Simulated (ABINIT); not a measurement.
# Run report: Ru, geometry relaxation (part 2 of 2)

Ru (P6₃/mmc, 2 atoms in the cell); Kohn-Sham DFT of a periodic cell, PBEsol, PseudoDojo NC SR PBEsol v0.4.1 standard, no spin polarisation (ABINIT 10.8.3); cutoff 1142.88 eV, 8×8×4 k-mesh, fermi-dirac of 0.05 eV. The structure derives from an entry of the Crystallography Open Database.

### Output, continued
```
 ------------------------------------------------
 Atom  Sphere_radius  Integrated_density
    1        2.00000         12.86899855
    2        2.00000         12.86899855

---OUTPUT-----------------------------------------------------------------------

 Cartesian coordinates (xcart) [bohr]
  2.54303013832331E+00  1.46821913498296E+00  6.02793521235387E+00
 -3.31563126225042E-11  2.93643826996592E+00  2.00931173745129E+00
 Reduced coordinates (xred)
  6.66666666666667E-01  3.33333333333333E-01  7.50000000000000E-01
  3.33333333333333E-01  6.66666666666667E-01  2.50000000000000E-01
 Cartesian forces (fcart) [Ha/bohr]; max,rms= 0.00000E+00 0.00000E+00 (free atoms)
 -0.00000000000000E+00 -0.00000000000000E+00 -0.00000000000000E+00
 -0.00000000000000E+00 -0.00000000000000E+00 -0.00000000000000E+00
 Gradient of E wrt nuclear positions in reduced coordinates (gred)
  0.00000000000000E+00  0.00000000000000E+00  0.00000000000000E+00
  0.00000000000000E+00  0.00000000000000E+00  0.00000000000000E+00
 Scale of Primitive Cell (acell) [bohr]
  5.08606027667978E+00  5.08606027684779E+00  8.03724694980517E+00
 Real space primitive translations (rprimd) [bohr]
  5.08606027667978E+00  0.00000000000000E+00  0.00000000000000E+00
 -2.54303013838962E+00  4.40465740494889E+00  0.00000000000000E+00
  0.00000000000000E+00  0.00000000000000E+00  8.03724694980517E+00
 Unitary Cell Volume (ucvol) [Bohr^3]=  1.80053243797484E+02
 Angles (23,13,12)= [degrees]
  9.00000000000000E+01  9.00000000000000E+01  1.19999999999554E+02
 Lengths [Bohr]
  5.08606027667978E+00  5.08606027684779E+00  8.03724694980517E+00
 Stress tensor in cartesian coordinates (strten) [Ha/bohr^3]
 -9.67183968789143E-07  4.51236396760581E-13  0.00000000000000E+00
  4.51236396760581E-13 -9.67186968126033E-07  0.00000000000000E+00
  0.00000000000000E+00  0.00000000000000E+00  2.12974632173013E-06
 Total energy (etotal) [Ha]= -2.02049701801740E+02

 Difference of energy with previous step (new-old):
           Absolute (Ha)=-4.27756E-07
           Relative     =-2.11708E-09

--- Iteration: ( 4/50) Internal Cycle: (1/1)
--------------------------------------------------------------------------------

---SELF-CONSISTENT-FIELD CONVERGENCE--------------------------------------------

--- !BeginCycle
iteration_state: {dtset: 1, itime: 4, icycle: 1, }
solver: {iscf: 7, nstep: 80, nline: 4, wfoptalg: 0, }
tolerances: {tolvrs: 1.00E-12, }
...

     iter   Etot(hartree)      deltaE(h)  residm     vres2
 ETOT  1  -202.04970172622    -2.020E+02 1.015E-04 5.911E-04
 ETOT  2  -202.04970181505    -8.883E-08 5.057E-05 4.997E-05
 ETOT  3  -202.04970182731    -1.225E-08 1.594E-05 1.387E-06
 ETOT  4  -202.04970182755    -2.441E-10 2.508E-05 1.154E-07
 ETOT  5  -202.04970182757    -1.876E-11 7.938E-06 4.358E-11
 ETOT  6  -202.04970182757    -3.041E-12 1.240E-05 3.352E-13

 At SCF step    6       vres2   =  3.35E-13 < tolvrs=  1.00E-12 =>converged.

 Cartesian components of stress tensor (hartree/bohr^3)
  sigma(1 1)= -1.06457274E-07  sigma(3 2)=  0.00000000E+00
  sigma(2 2)= -1.06460274E-07  sigma(3 1)=  0.00000000E+00
  sigma(3 3)=  8.46579536E-07  sigma(2 1)=  4.51229722E-13

--- !ResultsGS
iteration_state: {dtset: 1, itime: 4, icycle: 1, }
comment   : Summary of ground state results
lattice_vectors:
- [  5.0862711,   0.0000000,   0.0000000, ]
- [ -2.5431355,   4.4048399,   0.0000000, ]
- [  0.0000000,   0.0000000,   8.0367102, ]
lattice_lengths: [   5.08627,    5.08627,    8.03671, ]
lattice_angles: [ 90.000,  90.000, 120.000, ] # degrees, (23, 13, 12)
lattice_volume:   1.8005614E+02
convergence: {deltae: -3.041E-12, res2:  3.352E-13, residm:  1.240E-05, diffor: null, }
etotal    :  -2.02049702E+02
entropy   :   0.00000000E+00
fermie    :   6.57639651E-01
cartesian_stress_tensor: # hartree/bohr^3
- [ -1.06457274E-07,   4.51229722E-13,   0.00000000E+00, ]
- [  4.51229722E-13,  -1.06460274E-07,   0.00000000E+00, ]
- [  0.00000000E+00,   0.00000000E+00,   8.46579536E-07, ]
pressure_GPa:  -6.2143E-03
xred      :
- [  6.6667E-01,   3.3333E-01,   7.5000E-01, Ru]
- [  3.3333E-01,   6.6667E-01,   2.5000E-01, Ru]
cartesian_forces: # hartree/bohr
- [  1.05878951E-28,  -4.27904687E-28,  -0.00000000E+00, ]
- [ -1.05878951E-28,   4.27904687E-28,  -0.00000000E+00, ]
force_length_stats: {min:   4.40809225E-28, max:   4.40809225E-28, mean:   4.40809225E-28, }
...

 Integrated electronic density in atomic spheres:
 ------------------------------------------------
 Atom  Sphere_radius  Integrated_density
    1        2.00000         12.87171694
    2        2.00000         12.87171694

---OUTPUT-----------------------------------------------------------------------

 Cartesian coordinates (xcart) [bohr]
  2.54313552721720E+00  1.46827998128922E+00  6.02753264460950E+00
 -3.31574228494290E-11  2.93655996257845E+00  2.00917754820317E+00
 Reduced coordinates (xred)
  6.66666666666667E-01  3.33333333333333E-01  7.50000000000000E-01
  3.33333333333333E-01  6.66666666666667E-01  2.50000000000000E-01
 Cartesian forces (fcart) [Ha/bohr]; max,rms= 4.27905E-28 2.54501E-28 (free atoms)
  1.05878951173445E-28 -4.27904686713272E-28 -0.00000000000000E+00
 -1.05878951173445E-28  4.27904686713272E-28 -0.00000000000000E+00
 Gradient of E wrt nuclear positions in reduced coordinates (gred)
 -5.38529044630877E-28  2.15411617852351E-27 -0.00000000000000E+00
  5.38529044630877E-28 -2.15411617852351E-27 -0.00000000000000E+00
 Scale of Primitive Cell (acell) [bohr]
  5.08627105446757E+00  5.08627105463558E+00  8.03671019281267E+00
 Real space primitive translations (rprimd) [bohr]
  5.08627105446757E+00  0.00000000000000E+00  0.00000000000000E+00
 -2.54313552728352E+00  4.40483994386767E+00  0.00000000000000E+00
  0.00000000000000E+00  0.00000000000000E+00  8.03671019281267E+00
 Unitary Cell Volume (ucvol) [Bohr^3]=  1.80056142113920E+02
 Angles (23,13,12)= [degrees]
  9.00000000000000E+01  9.00000000000000E+01  1.19999999999554E+02
 Lengths [Bohr]
  5.08627105446757E+00  5.08627105463558E+00  8.03671019281267E+00
 Stress tensor in cartesian coordinates (strten) [Ha/bohr^3]
 -1.06457274468008E-07  4.51229721962779E-13  0.00000000000000E+00
  4.51229721962779E-13 -1.06460273735509E-07  0.00000000000000E+00
  0.00000000000000E+00  0.00000000000000E+00  8.46579536244174E-07
 Total energy (etotal) [Ha]= -2.02049701827573E+02

 Difference of energy with previous step (new-old):
           Absolute (Ha)=-2.58333E-08
           Relative     =-1.27856E-10

--- Iteration: ( 5/50) Internal Cycle: (1/1)
--------------------------------------------------------------------------------

---SELF-CONSISTENT-FIELD CONVERGENCE--------------------------------------------

--- !BeginCycle
iteration_state: {dtset: 1, itime: 5, icycle: 1, }
solver: {iscf: 7, nstep: 80, nline: 4, wfoptalg: 0, }
tolerances: {tolvrs: 1.00E-12, }
...

     iter   Etot(hartree)      deltaE(h)  residm     vres2
 ETOT  1  -202.04970180642    -2.020E+02 6.128E-06 1.435E-04
 ETOT  2  -202.04970182572    -1.930E-08 3.025E-06 2.259E-05
 ETOT  3  -202.04970183032    -4.599E-09 9.708E-07 1.185E-06
 ETOT  4  -202.04970183053    -2.153E-10 1.494E-06 1.682E-08
 ETOT  5  -202.04970183054    -5.485E-12 4.808E-07 6.992E-12
 ETOT  6  -202.04970183054     1.137E-12 7.383E-07 4.601E-14

 At SCF step    6       vres2   =  4.60E-14 < tolvrs=  1.00E-12 =>converged.

 Cartesian components of stress tensor (hartree/bohr^3)
  sigma(1 1)=  1.58488495E-08  sigma(3 2)=  0.00000000E+00
  sigma(2 2)=  1.58458501E-08  sigma(3 1)=  0.00000000E+00
  sigma(3 3)=  2.01628447E-08  sigma(2 1)=  4.51244428E-13

--- !ResultsGS
iteration_state: {dtset: 1, itime: 5, icycle: 1, }
comment   : Summary of ground state results
lattice_vectors:
- [  5.0863265,   0.0000000,   0.0000000, ]
- [ -2.5431632,   4.4048879,   0.0000000, ]
- [  0.0000000,   0.0000000,   8.0364184, ]
lattice_lengths: [   5.08633,    5.08633,    8.03642, ]
lattice_angles: [ 90.000,  90.000, 120.000, ] # degrees, (23, 13, 12)
lattice_volume:   1.8005353E+02
convergence: {deltae:  1.137E-12, res2:  4.601E-14, residm:  7.383E-07, diffor: null, }
etotal    :  -2.02049702E+02
entropy   :   0.00000000E+00
fermie    :   6.57656834E-01
cartesian_stress_tensor: # hartree/bohr^3
- [  1.58488495E-08,   4.51244428E-13,   0.00000000E+00, ]
- [  4.51244428E-13,   1.58458501E-08,   0.00000000E+00, ]
- [  0.00000000E+00,   0.00000000E+00,   2.01628447E-08, ]
pressure_GPa:  -5.0857E-04
xred      :
- [  6.6667E-01,   3.3333E-01,   7.5000E-01, Ru]
- [  3.3333E-01,   6.6667E-01,   2.5000E-01, Ru]
cartesian_forces: # hartree/bohr
- [ -1.05877798E-28,  -1.03918577E-27,  -0.00000000E+00, ]
- [  1.05877798E-28,   1.03918577E-27,  -0.00000000E+00, ]
force_length_stats: {min:   1.04456555E-27, max:   1.04456555E-27, mean:   1.04456555E-27, }
...

 Integrated electronic density in atomic spheres:
 ------------------------------------------------
 Atom  Sphere_radius  Integrated_density
    1        2.00000         12.87169007
    2        2.00000         12.87169007

---OUTPUT-----------------------------------------------------------------------

 Cartesian coordinates (xcart) [bohr]
  2.54316323548503E+00  1.46829597866511E+00  6.02731376722427E+00
 -3.31580149694009E-11  2.93659195733022E+00  2.00910458907476E+00
 Reduced coordinates (xred)
  6.66666666666667E-01  3.33333333333333E-01  7.50000000000000E-01
  3.33333333333333E-01  6.66666666666667E-01  2.50000000000000E-01
 Cartesian forces (fcart) [Ha/bohr]; max,rms= 1.03919E-27 6.03080E-28 (free atoms)
 -1.05877797601273E-28 -1.03918577404930E-27 -0.00000000000000E+00
  1.05877797601273E-28  1.03918577404930E-27 -0.00000000000000E+00
 Gradient of E wrt nuclear positions in reduced coordinates (gred)
  5.38529044630877E-28  4.30823235704702E-27  0.00000000000000E+00
 -5.38529044630877E-28 -4.30823235704702E-27 -0.00000000000000E+00
 Scale of Primitive Cell (acell) [bohr]
  5.08632647100321E+00  5.08632647117124E+00  8.03641835629903E+00
 Real space primitive translations (rprimd) [bohr]
  5.08632647100321E+00  0.00000000000000E+00  0.00000000000000E+00
 -2.54316323555134E+00  4.40488793599534E+00  0.00000000000000E+00
  0.00000000000000E+00  0.00000000000000E+00  8.03641835629903E+00
 Unitary Cell Volume (ucvol) [Bohr^3]=  1.80053527163812E+02
 Angles (23,13,12)= [degrees]
  9.00000000000000E+01  9.00000000000000E+01  1.19999999999554E+02
 Lengths [Bohr]
  5.08632647100321E+00  5.08632647117124E+00  8.03641835629903E+00
 Stress tensor in cartesian coordinates (strten) [Ha/bohr^3]
  1.58488494966802E-08  4.51244427510936E-13  0.00000000000000E+00
  4.51244427510936E-13  1.58458500973402E-08  0.00000000000000E+00
  0.00000000000000E+00  0.00000000000000E+00  2.01628446577784E-08
 Total energy (etotal) [Ha]= -2.02049701830537E+02

 Difference of energy with previous step (new-old):
           Absolute (Ha)=-2.96464E-09
           Relative     =-1.46728E-11

 At Broyd/MD step   5, gradients are converged :
  max grad (force/stress) = 2.0163E-06 < tolmxf= 2.0000E-05 ha/bohr (free atoms)

================================================================================

 ----iterations are completed or convergence reached----

 Mean square residual over all n,k,spin=   12.305E-10; max=  73.832E-08
 reduced coordinates (array xred) for    2 atoms
       0.666666666667      0.333333333333      0.750000000000
       0.333333333333      0.666666666667      0.250000000000
 rms dE/dt=  2.6013E-27; max dE/dt=  3.2312E-27; dE/dt below (all hartree)
    1       0.000000000000      0.000000000000      0.000000000000
    2      -0.000000000000     -0.000000000000      0.000000000000

 cartesian coordinates (angstrom) at end:
    1      1.34578402691202     0.77698877024298     3.18951708641319
    2     -0.00000000001755     1.55397754048595     1.06317236213773

 cartesian forces (hartree/bohr) at end:
    1     -0.00000000000000    -0.00000000000000    -0.00000000000000
    2      0.00000000000000     0.00000000000000    -0.00000000000000
 frms,max,avg= 6.0308020E-28 1.0391858E-27   0.000E+00  0.000E+00  0.000E+00 h/b

 cartesian forces (eV/Angstrom) at end:
    1     -0.00000000000000    -0.00000000000000    -0.00000000000000
    2      0.00000000000000     0.00000000000000    -0.00000000000000
 frms,max,avg= 3.1011631E-26 5.3437081E-26   0.000E+00  0.000E+00  0.000E+00 e/A
 length scales=  5.086326471003  5.086326471171  8.036418356299 bohr
              =  2.691568053842  2.691568053931  4.252689448551 angstroms
 Fermi (or HOMO) energy (hartree) =   0.65766   Average Vxc (hartree)=  -0.54584
 Eigenvalues (hartree) for nkpt=  30  k points:
 kpt#   1, nband= 20, wtk=  0.00391, kpt=  0.0000  0.0000  0.0000 (reduced coord)
  -2.02797   -2.01979   -0.94612   -0.90874   -0.90874   -0.90204   -0.90204   -0.90112
   0.35932    0.42478    0.56103    0.56103    0.56787    0.58714    0.58714    0.60594
   0.60594    0.70397    0.70397    0.70579
      occupation numbers for kpt#   1
   2.00000    2.00000    2.00000    2.00000    2.00000    2.00000    2.00000    2.00000
   2.00000    2.00000    2.00000    2.00000    2.00000    2.00000    2.00000    2.00000
   2.00000    0.00000    0.00000    0.00000
 prteigrs : prtvol=0 or 1, do not print more k-points.

--- !EnergyTerms
iteration_state     : {dtset: 1, itime: 5, icycle: 1, }
comment             : Components of total free energy in Hartree
kinetic             :  6.51107001509816E+01
hartree             :  2.78539673050949E+01
xc                  : -3.39610394385139E+01
Ewald energy        : -1.64943390441822E+02
psp_core            :  7.19568686099488E+00
local_psp           : -1.18626807806403E+02
non_local_psp       :  1.53214685710203E+01
internal            : -2.02049414798648E+02
'-kT*entropy'       : -2.87031889849741E-04
total_energy        : -2.02049701830537E+02
total_energy_eV     : -5.49805247739605E+03
band_energy         : -1.05194604233481E+01
...

 Cartesian components of stress tensor (hartree/bohr^3)
  sigma(1 1)=  1.58488495E-08  sigma(3 2)=  0.00000000E+00
  sigma(2 2)=  1.58458501E-08  sigma(3 1)=  0.00000000E+00
  sigma(3 3)=  2.01628447E-08  sigma(2 1)=  4.51244428E-13

-Cartesian components of stress tensor (GPa)         [Pressure= -5.0857E-04 GPa]
- sigma(1 1)=  4.66289251E-04  sigma(3 2)=  0.00000000E+00
- sigma(2 2)=  4.66201005E-04  sigma(3 1)=  0.00000000E+00
- sigma(3 3)=  5.93211370E-04  sigma(2 1)=  1.32760694E-08

== END DATASET(S) ==============================================================
================================================================================

 -outvars: echo values of variables after computation  --------
            acell      5.0863264710E+00  5.0863264712E+00  8.0364183563E+00 Bohr
           etotal     -2.0204970183E+02
            fcart     -1.0587779760E-28 -1.0391857740E-27 -0.0000000000E+00
                       1.0587779760E-28  1.0391857740E-27 -0.0000000000E+00
            rprim      1.0000000000E+00  0.0000000000E+00  0.0000000000E+00
                      -4.9999999999E-01  8.6602540379E-01  0.0000000000E+00
                       0.0000000000E+00  0.0000000000E+00  1.0000000000E+00
           strten      1.5848849497E-08  1.5845850097E-08  2.0162844658E-08
                       0.0000000000E+00  0.0000000000E+00  4.5124442751E-13
           xangst      1.3457840269E+00  7.7698877024E-01  3.1895170864E+00
                      -1.7546465869E-11  1.5539775405E+00  1.0631723621E+00
             xred      6.6666666667E-01  3.3333333333E-01  7.5000000000E-01
                       3.3333333333E-01  6.6666666667E-01  2.5000000000E-01
 Calculation completed.
```

### Trajectory as extended XYZ (Å, eV, eV/Å), 5 frames, from step=0 to step=4
```
2
Lattice="2.7058 0.0000 0.0000 -1.3529 2.3433 0.0000 0.0000 0.0000 4.2819" Properties=species:S:1:pos:R:3:forces:R:3 step=0 energy=-5498.04367
Ru    1.3529    0.7811    3.2114    0.0000   0.0000   0.0000
Ru    0.0000    1.5622    1.0705    0.0000   0.0000   0.0000
2
Lattice="2.6908 0.0000 0.0000 -1.3454 2.3303 0.0000 0.0000 0.0000 4.2529" Properties=species:S:1:pos:R:3:forces:R:3 step=1 energy=-5498.05246
Ru    1.3454    0.7768    3.1896    0.0000   0.0000   0.0000
Ru    0.0000    1.5535    1.0632    0.0000   0.0000   0.0000
2
Lattice="2.6914 0.0000 0.0000 -1.3457 2.3308 0.0000 0.0000 0.0000 4.2531" Properties=species:S:1:pos:R:3:forces:R:3 step=2 energy=-5498.05248
Ru    1.3457    0.7769    3.1898    0.0000   0.0000   0.0000
Ru    0.0000    1.5539    1.0633    0.0000   0.0000   0.0000
2
Lattice="2.6915 0.0000 0.0000 -1.3458 2.3309 0.0000 0.0000 0.0000 4.2528" Properties=species:S:1:pos:R:3:forces:R:3 step=3 energy=-5498.05248
Ru    1.3458    0.7770    3.1896    0.0000   0.0000   0.0000
Ru    0.0000    1.5540    1.0632    0.0000   0.0000   0.0000
2
Lattice="2.6916 0.0000 0.0000 -1.3458 2.3310 0.0000 0.0000 0.0000 4.2527" Properties=species:S:1:pos:R:3:forces:R:3 step=4 energy=-5498.05248
Ru    1.3458    0.7770    3.1895    0.0000   0.0000   0.0000
Ru    0.0000    1.5540    1.0632    0.0000   0.0000   0.0000
```

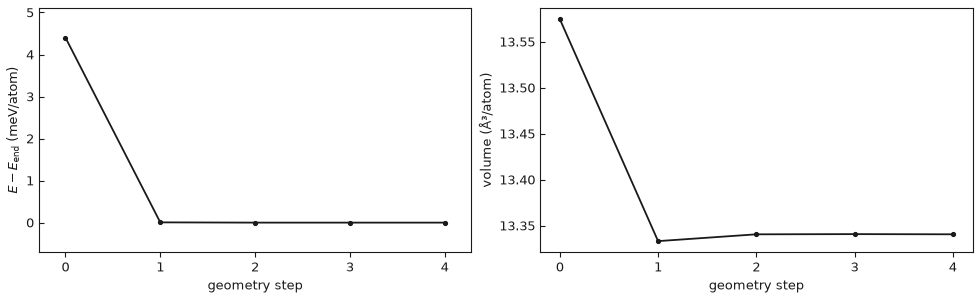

Figure 1. Progress of the relaxation, step by step (steps are counted from 0).

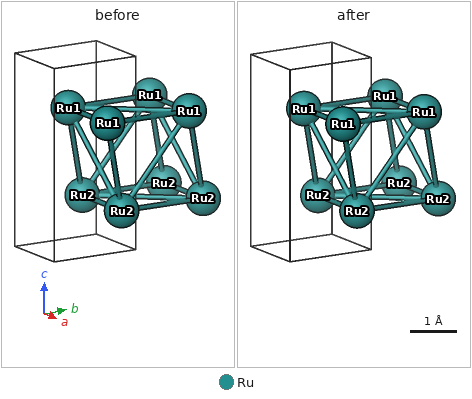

Figure 2. Before (left) and after (right) the relaxation, at one scale (ball-and-stick view of the cell of the calculation, repeated 2 × 2 × 1, seen slightly off an axis). The energy falls by 4.4 meV per atom in 4 geometry steps. All forces vanish by symmetry, so only the cell relaxes. The atoms keep their places relative to the cell (all moves are under 0.005 Å). The drawn cell changes as follows: a = b 2.706 → 2.692 Å (−0.5 %), c 4.282 → 4.253 Å (−0.7 %); the volume changes by −1.7 %. Among the contacts that change: Ru1–Ru2 2.650 → 2.634 Å, Ru1–Ru1 2.706 → 2.692 Å. The space group stays P6_3/mmc (No. 194). (Atoms are counted from 1 in the order of the input.)

This output came from the following input.

### Input
```
# Pseudopotentials
pp_dirpath "./"
pseudos "Ru.upf"

# Structure
acell 5.113220948 5.1132209481 8.091618293
rprim
     1.0000000000     0.0000000000     0.0000000000
    -0.5000000000     0.8660254038     0.0000000000
     0.0000000000     0.0000000000     1.0000000000
ntypat 1
znucl 44
natom 2
typat 1 1
chkprim 0
chksymtnons 0
tolsym 1.0e-6
xred
            2/3            1/3            3/4
            1/3            2/3            1/4

# Plane-wave basis
ecut 1142.878222 eV
ecutsm 0.5

# k points
kptopt 1
ngkpt 8 8 4
nshiftk 1
shiftk 0.0 0.0 0.0

# Exchange and correlation
ixc -116133

# Bands and occupations
nband 20
occopt 3
tsmear 0.05 eV

# SCF cycle
nstep 80
tolvrs 1.0e-12

# Output
iomode 3
prteig 0
prtebands 0
prtwf 0
prtden 0

# Relaxation
ionmov 2
optcell 2
ntime 50
tolmxf 2.0e-5
dilatmx 1.08
```

Launch command:
```bash
mpirun --bind-to none -np 4 abinit run.abi > log 2>&1
```

### Summary

| quantity | value |
| --- | --- |
| outcome | converged |
| space group (tolerance 0.01 Å) | P6₃/mmc (194) |
| electrons treated | 32 |
| free energy | −5498.0525 eV |
| Fermi energy | 17.896 eV |
| gap on the k-point mesh | none (metallic) |
| pressure | 0.00 GPa |
| final volume | 26.68 Å³ |
| largest force (length of the vector) at the end | under 0.001 eV/Å |
| final cell | a = 2.692 Å, b = 2.692 Å, c = 4.253 Å, α = 90.00°, β = 90.00°, γ = 120.00° |
| hardware | 4 threads of Intel Xeon (Sapphire Rapids), 16 GiB of memory available, shared host |
| wall time | 51 s (CPU time 3.4 min) |
| peak memory | 0.32 GiB |
